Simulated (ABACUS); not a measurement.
## Geometry relaxation of Re (part 1 of 4)

System: Re (P6₃/mmc, 2 atoms in the cell).
Method: Kohn-Sham DFT of a periodic cell, r2SCAN, SG15 ONCV 1.2 PBE, no spin polarisation (ABACUS 3.10.1).

The structure derives from an entry of the Crystallography Open Database.

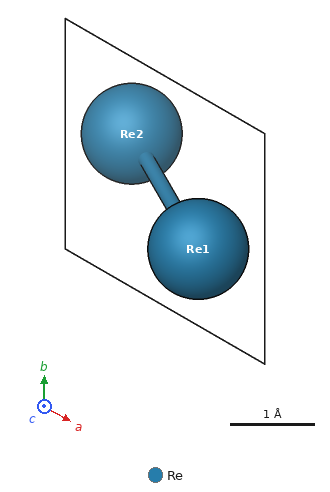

The starting structure (ball-and-stick view of the cell of the calculation, along the c axis; atoms are numbered from 1 in the order of the input). Near neighbours in the crystal (not all of them lie inside the picture): Re has 12 Re at 2.74 to 2.76 Å.

Summary:

- outcome: converged
- space group (tolerance 0.01 Å): P6₃/mmc (194)
- electrons treated: 30
- free energy: −4349.8619 eV
- Fermi energy: 24.006 eV
- gap on the k-point mesh: none (metallic)
- pressure: 0.00 GPa
- final volume: 29.46 Å³
- largest force (length of the vector) at the end: under 0.001 eV/Å
- final cell: a = 2.751 Å, b = 2.751 Å, c = 4.496 Å, α = 90.00°, β = 90.00°, γ = 120.00°
- hardware: 4 threads of AMD EPYC (Zen 5), 16 GiB of memory available, shared host
- wall time: 21 s (CPU time 84 s)
- peak memory: 0.36 GiB

Notes:

Spin–orbit coupling is left out, which matters for Re.

Input:
```
INPUT_PARAMETERS
suffix              Re
calculation         cell-relax
basis_type          pw
pseudo_dir          ./
symmetry            1
dft_functional      MGGA_X_R2SCAN+MGGA_C_R2SCAN
ecutwfc             84
pseudo_rcut         10
nspin               1
nbands              19
ks_solver           dav
smearing_method     fd
smearing_sigma      0.00367493
scf_thr             1e-08
scf_nmax            100
mixing_type         broyden
mixing_beta         0.7
cal_force           1
cal_stress          1
mixing_tau          1
relax_nmax          60
force_thr_ev        0.005
relax_method        cg
out_stru            1
stress_thr          0.5
kpar                4
```

File STRU:
```
ATOMIC_SPECIES
Re 186.2070 Re_ONCV_PBE-1.2.upf

LATTICE_CONSTANT
5.2171558849

LATTICE_VECTORS
1.0000000000 0.0000000000 0.0000000000
-0.5000000000 0.8660254038 0.0000000000
0.0000000000 0.0000000000 1.6148217908

ATOMIC_POSITIONS
Cartesian

Re
0.0
2
0.5000000000 0.2886751346 1.2111163431 1 1 1
-0.0000000001 0.5773502692 0.4037054477 1 1 1
```

File KPT:
```
K_POINTS
0
Gamma
7 7 4 0 0 0
```

Launch command:
```bash
OMP_NUM_THREADS=1 mpirun -np 4 abacus > log
```

What the program printed:
```
ABACUS v3.10.1

               Atomic-orbital Based Ab-initio Computation at UStc

 ------------------------------------------------------------------------------------

 READING GENERAL INFORMATION
                           global_out_dir = OUT.Re/
                           global_in_card = INPUT
                               pseudo_dir = ./
                              orbital_dir =
                                    DSIZE = 4
                                    GSIZE = 1

 READING UNITCELL INFORMATION
                                    ntype = 1
                  lattice constant (Bohr) = 5.21716
              lattice constant (Angstrom) = 2.7608

 READING ATOM TYPE 1
                               atom label = Re
                      L=0, number of zeta = 1
                      L=1, number of zeta = 1
                      L=2, number of zeta = 1
             number of atom for this type = 2

                        TOTAL ATOM NUMBER = 2
CARTESIAN COORDINATES ( UNIT =       5.217155884900 Bohr ).
    atom                   x                   y                   z     mag                  vx                  vy                  vz
tauc_Re1            0.5000000000        0.2886751346        1.2111163431  0.0000        0.0000000000        0.0000000000        0.0000000000
tauc_Re2           -0.0000000001        0.5773502692        0.4037054477  0.0000        0.0000000000        0.0000000000        0.0000000000

                          Volume (Bohr^3) = 198.59
                             Volume (A^3) = 29.4279

 Lattice vectors: (Cartesian coordinate: in unit of a_0)
                   +1                  +0                  +0
                 -0.5           +0.866025                  +0
                   +0                  +0            +1.61482
 Reciprocal vectors: (Cartesian coordinate: in unit of 2 pi/a_0)
                   +1            +0.57735                  -0
                   -0             +1.1547                  -0
                   +0                  -0           +0.619263
 The esolver type has been set to : ksdft_pw

                PAO radial cut off (Bohr) = 10

 Read in pseudopotential file is Re_ONCV_PBE-1.2.upf
                     pseudopotential type = NC
          exchange-correlation functional = PBE
                 nonlocal core correction = 0
                        valence electrons = 15
                                     lmax = 3
                           number of zeta = 0
                     number of projectors = 8
                           L of projector = 0
                           L of projector = 0
                           L of projector = 1
                           L of projector = 1
                           L of projector = 2
                           L of projector = 2
                           L of projector = 3
                           L of projector = 3
 XC functional updated to : MGGA_X_R2SCAN+MGGA_C_R2SCAN
          exchange-correlation functional = MGGA_X_R2SCAN+MGGA_C_R2SCAN
     initial pseudo atomic orbital number = 0

 SETUP THE ELECTRONS NUMBER
            electron number of element Re = 15
      total electron number of element Re = 30
            AUTOSET number of electrons:  = 30
                           occupied bands = 15
                                   NBANDS = 19
                                   NLOCAL = 18

%%%%%%%%%%%%%%%%%%%%%%%%%%%%%%%%%%%%%%%%%%%%%%%%%%%%%%%%%%%%%%%%%%%%%%%%%%%%%%%%%%%%%%%%%%%%%%%%%%%%%%%%%%
 Warning: the number of valence electrons in pseudopotential > 7 for Re: [Xe] 4f14 5d5 6s2
 Pseudopotentials with additional electrons can yield (more) accurate outcomes, but may be less efficient.
 If you're confident that your chosen pseudopotential is appropriate, you can safely ignore this warning.
%%%%%%%%%%%%%%%%%%%%%%%%%%%%%%%%%%%%%%%%%%%%%%%%%%%%%%%%%%%%%%%%%%%%%%%%%%%%%%%%%%%%%%%%%%%%%%%%%%%%%%%%%%

 SETUP THE PLANE WAVE BASIS
 energy cutoff for charge/potential (unit:Ry) = 336
            fft grid for charge/potential = [ 32, 32, 50 ]
                        fft grid division = [ 1, 1, 1 ]
        big fft grid for charge/potential = [ 32, 32, 50 ]
                                     nbxx = 51200
                                     nrxx = 51200

 SETUP PLANE WAVES FOR CHARGE/POTENTIAL
                    number of plane waves = 20641
                         number of sticks = 637

 PARALLEL PW FOR CHARGE/POTENTIAL
     PROC   COLUMNS(POT)             PW
        1            637          20641
 --------------- sum -------------------
        1            637          20641
                            number of |g| = 1038
                                  max |g| = 231.618
                                  min |g| = 0

----------- Double Check Mixing Parameters Begin ------------
mixing_type: broyden
mixing_beta: 0.7
mixing_gg0: 1
mixing_gg0_min: 0.1
mixing_ndim: 8
----------- Double Check Mixing Parameters End ------------

 LATTICE VECTORS: (CARTESIAN COORDINATE: IN UNIT OF A0)
                   +1                  +0                  +0
                 -0.5           +0.866025                  +0
                   +0                  +0            +1.61482
                       right hand lattice = 1
                                   NORM_A = 1
                                   NORM_B = 1
                                   NORM_C = 1.61482
                           ALPHA (DEGREE) = 90
                           BETA  (DEGREE) = 90
                           GAMMA (DEGREE) = 120

 The lattice vectors have been changed (STRU_SIMPLE.cif)

(for optimal symmetric configuration:)
                             BRAVAIS TYPE = 4
                     BRAVAIS LATTICE NAME = 04. Hexagonal cell
                                    ibrav = 4
                                    IBRAV = 4
                                  BRAVAIS = HEXAGONAL CELL
                       LATTICE CONSTANT A = 1
                                C/A RATIO = 1.61482
Original cell was already a primitive cell.
                        ROTATION MATRICES = 24
              PURE POINT GROUP OPERATIONS = 12
                   SPACE GROUP OPERATIONS = 24
                                       C2 = 3
                                       C3 = 2
                                       C4 = 0
                                       C6 = 0
                                       S1 = 3
                                       S3 = 0
                                       S4 = 0
                                       S6 = 2
                              POINT GROUP = D_3d
                                       C2 = 7
                                       C3 = 2
                                       C4 = 0
                                       C6 = 2
                                       S1 = 7
                                       S3 = 2
                                       S4 = 0
                                       S6 = 2
               POINT GROUP IN SPACE GROUP = D_6h

 SETUP K-POINTS
                                    nspin = 1
                   Input type of k points = Monkhorst-Pack(Gamma)
                                   nkstot = 196
                       right hand lattice = 1
(for reciprocal lattice: )
                             BRAVAIS TYPE = 4
                     BRAVAIS LATTICE NAME = 04. Hexagonal cell
                                    ibrav = 4
                       right hand lattice = 1
(for k-lattice: )
                             BRAVAIS TYPE = 4
                     BRAVAIS LATTICE NAME = 04. Hexagonal cell
                                    ibrav = 4
                       right hand lattice = 1
                        ROTATION MATRICES = 24
                               nkstot_ibz = 24
K-POINTS REDUCTION ACCORDING TO SYMMETRY
     IBZ    DIRECT_X    DIRECT_Y    DIRECT_Z  WEIGHT  ibz2bz
       1  0.00000000  0.00000000  0.00000000  0.0051       0
       2 -0.14285714  0.14285714  0.00000000  0.0306       1
       3 -0.28571429  0.28571429  0.00000000  0.0306       2
       4 -0.42857143  0.42857143  0.00000000  0.0306       3
       5 -0.14285714  0.28571429  0.00000000  0.0306       8
       6 -0.28571429  0.42857143  0.00000000  0.0612       9
       7  0.42857143  0.42857143  0.00000000  0.0306      10
       8  0.42857143  0.28571429  0.00000000  0.0306      16
       9  0.00000000  0.00000000  0.25000000  0.0102      49
      10 -0.14285714  0.14285714  0.25000000  0.0612      50
      11 -0.28571429  0.28571429  0.25000000  0.0612      51
      12 -0.42857143  0.42857143  0.25000000  0.0612      52
      13 -0.14285714  0.28571429  0.25000000  0.0612      57
      14 -0.28571429  0.42857143  0.25000000  0.1224      58
      15  0.42857143  0.42857143  0.25000000  0.0612      59
      16  0.42857143  0.28571429  0.25000000  0.0612      65
      17  0.00000000  0.00000000  0.50000000  0.0051      98
      18 -0.14285714  0.14285714  0.50000000  0.0306      99
      19 -0.28571429  0.28571429  0.50000000  0.0306     100
      20 -0.42857143  0.42857143  0.50000000  0.0306     101
      21 -0.14285714  0.28571429  0.50000000  0.0306     106
      22 -0.28571429  0.42857143  0.50000000  0.0612     107
      23  0.42857143  0.42857143  0.50000000  0.0306     108
      24  0.42857143  0.28571429  0.50000000  0.0306     114

                               nkstot now = 24
[... K-POINTS DIRECT COORDINATES: 24 rows ...]

           k-point number in this process = 6
       minimum distributed K point number = 6
[... stars of the k points ...]

[... K-POINTS CARTESIAN COORDINATES: 6 rows ...]

[... K-POINTS DIRECT COORDINATES: 6 rows ...]

 SETUP PLANE WAVES FOR WAVE FUNCTIONS
     energy cutoff for wavefunc (unit:Ry) = 84
              fft grid for wave functions = [ 32, 32, 50 ]
                    number of plane waves = 3057
                         number of sticks = 187

 PARALLEL PW FOR WAVE FUNCTIONS
     PROC   COLUMNS(POT)             PW
        1            187           3057
 --------------- sum -------------------
        1            187           3057

 SETUP NONLOCAL PSEUDOPOTENTIALS IN PLANE WAVE BASIS
 Re non-local projectors:
 projector 1 L=0
 projector 2 L=0
 projector 3 L=1
 projector 4 L=1
 projector 5 L=2
 projector 6 L=2
 projector 7 L=3
 projector 8 L=3
      TOTAL NUMBER OF NONLOCAL PROJECTORS = 64

 Init Non-Local PseudoPotential table :
 Init Non-Local-Pseudopotential done.

                                     npwx = 2599

 -------------------------------------------
 STEP OF RELAXATION : 1
 -------------------------------------------
                                 init_chg = atomic

 PW ALGORITHM --------------- ION=   1  ELEC=   1--------------------------------
 Notice: Threshold on eigenvalues was too large.
 hsover_error=0.3 > DRHO=0.0942947
 Origin diag ethr = 0.01
 New diag ethr = 0.000314316

 Density error is 0.0893988690581
                          Error Threshold = 0.000314315821772
----------------------------------------------------------
     Energy           Rydberg                 eV
----------------------------------------------------------
 E_KohnSham     -319.6672104419      -4349.2955257753
 E_Harris       -322.1803666253      -4383.4887698338
 E_Fermi        1.8083971742         24.6045058161
----------------------------------------------------------

 PW ALGORITHM --------------- ION=   1  ELEC=   2--------------------------------

 Density error is 0.00154302541747
                          Error Threshold = 0.000297996230194
----------------------------------------------------------
     Energy           Rydberg                 eV
----------------------------------------------------------
 E_KohnSham     -319.7048150835      -4349.8071631713
 E_Harris       -319.3757777729      -4345.3303808928
 E_Fermi        1.7638147262         23.9979304927
----------------------------------------------------------

 PW ALGORITHM --------------- ION=   1  ELEC=   3--------------------------------

 Density error is 0.000198255908446
                          Error Threshold = 5.14341805823e-06
----------------------------------------------------------
     Energy           Rydberg                 eV
----------------------------------------------------------
 E_KohnSham     -319.7084874836      -4349.8571287393
 E_Harris       -319.7348987130      -4350.2164719499
 E_Fermi        1.7660942729         24.0289453162
----------------------------------------------------------

 PW ALGORITHM --------------- ION=   1  ELEC=   4--------------------------------

 Density error is 3.8216724245e-06
                          Error Threshold = 6.60853028153e-07
----------------------------------------------------------
     Energy           Rydberg                 eV
----------------------------------------------------------
 E_KohnSham     -319.7086147330      -4349.8588600554
 E_Harris       -319.7062287234      -4349.8263967292
 E_Fermi        1.7658311512         24.0253653625
----------------------------------------------------------

 PW ALGORITHM --------------- ION=   1  ELEC=   5--------------------------------

 Density error is 1.0835946422e-07
                          Error Threshold = 1.27389080817e-08
----------------------------------------------------------
     Energy           Rydberg                 eV
----------------------------------------------------------
 E_KohnSham     -319.7086239323      -4349.8589852189
 E_Harris       -319.7113827602      -4349.8965209980
 E_Fermi        1.7659500858         24.0269835501
----------------------------------------------------------

 PW ALGORITHM --------------- ION=   1  ELEC=   6--------------------------------

 Density error is 2.20204143125e-09
                          Error Threshold = 3.61198214068e-10
----------------------------------------------------------
     Energy           Rydberg                 eV
----------------------------------------------------------
 E_KohnSham     -319.7086241268      -4349.8589878644
 E_KS(sigma->0) -319.7078384841      -4349.8482986480
 E_Harris       -319.7091001300      -4349.8654642209
 E_band         -12.7473157454       -173.4361283429
 E_one_elec     -43.6876429936       -594.4008769022
 E_Hartree      38.9625962192        530.1133174546
 E_xc           -34.3204355308       -466.9534810612
 E_Ewald        -280.6615705363      -3818.5965689229
 E_entropy(-TS) -0.0015712853        -0.0213784328
 E_descf        0.0000000000         0.0000000000
 E_exx          0.0000000000         0.0000000000
 E_Fermi        1.7658981600         24.0262770637
----------------------------------------------------------

 charge density convergence is achieved
 final etot is -4349.8589879 eV
 EFERMI = 24.026277064 eV

 STATE ENERGY(eV) AND OCCUPATIONS    NSPIN == 1
[... levels at 6 further k points ...]

------------------------------------------------------------------------------------------
 TOTAL-FORCE (eV/Angstrom)
------------------------------------------------------------------------------------------
                       Re1         0.0000000000         0.0000000000         0.0000000000
                       Re2         0.0000000000         0.0000000000         0.0000000000
------------------------------------------------------------------------------------------

----------------------------------------------------------------
 TOTAL-STRESS (KBAR)
----------------------------------------------------------------
        -5.7951158599         0.0000000000         0.0000000000
         0.0000000000        -5.7951158597         0.0000000000
         0.0000000000        -0.0000000000        27.6212516558
----------------------------------------------------------------
 TOTAL-PRESSURE: 5.343673 KBAR

 Largest gradient in force is 0.000000 eV/A.
 Threshold is 0.005000 eV/A.

 Largest gradient in stress is 27.621252 kbar.
 Threshold is 0.500000 kbar.
```
